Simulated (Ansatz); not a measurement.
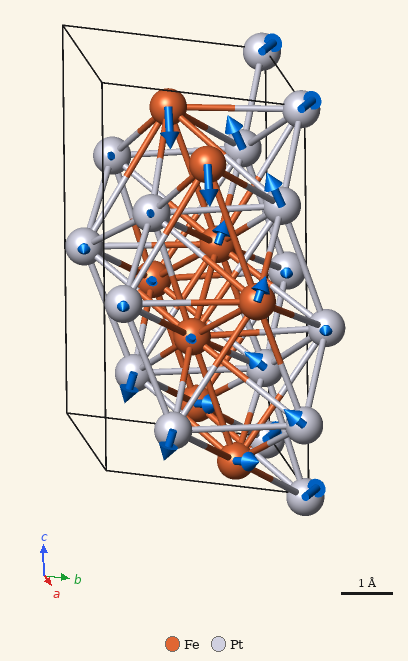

A relaxation of crystalline Fe2Pt3 (a generated structure, set up in P1) (coarse preliminary run). The starting structure is drawn; blue arrows show the displacements (the part carried along by the change of the cell is left out), 5 times their true length.

A ball-and-stick model of the cell of the calculation, reduced to other axes, repeated 2 × 1 × 1 with one cell outlined, seen slightly off an axis. Lengths and directions refer to the drawn axes.

These are results of DFT PBE, scalar-relativistic, plane waves, PAW (Ansatz), not measurements. (plane-wave cutoff 420 eV; k-point mesh 6 × 6 × 4; occupations gaussian; smearing width 0.2 eV; collinear spin; cell and atoms relaxed; force threshold 0.025 eV/Å; at most 60 steps)

Q: Describe the change and its energy.

A: The energy falls by 213 meV per atom in 10 accepted moves (12 points after the start). The largest force component goes from 1.5 to 0.012 eV/Å. Pressure: −2.97 GPa at the start and 0.10 GPa at the end. At 2 points the geometry stayed and the basis and grid were re-selected for the new cell (energy shift of 17.0 meV per atom at most each time). The largest move relative to the cell is that of a Pt atom, 0.18 Å roughly along [−1 1 0]. Largest moves by element: Pt 0.18 Å, Fe 0.17 Å. Cell: a 4.323 → 3.879 Å (−10.3 %), b 5.082 → 4.711 Å (−7.3 %), c 7.865 → 8.681 Å (+10.4 %), α 103.2° → 88.1°, β 93.3° → 90.0°, γ 114.0° → 114.3°. Volume −4.6 %. Some distances before and after: Fe–Pt 3.059 → 4.008 Å, Fe–Pt 3.124 → 4.008 Å, Fe–Pt 3.153 → 4.008 Å, Fe–Pt 3.201 → 4.008 Å. The space group (tolerance 0.01 Å) goes from P1 (No. 1) to C2/m (No. 12). The run took 9.2 min on 4 threads of AMD EPYC 9R45 96-Core Processor (Zen 5), on a shared host, peak memory 1.9 GiB.
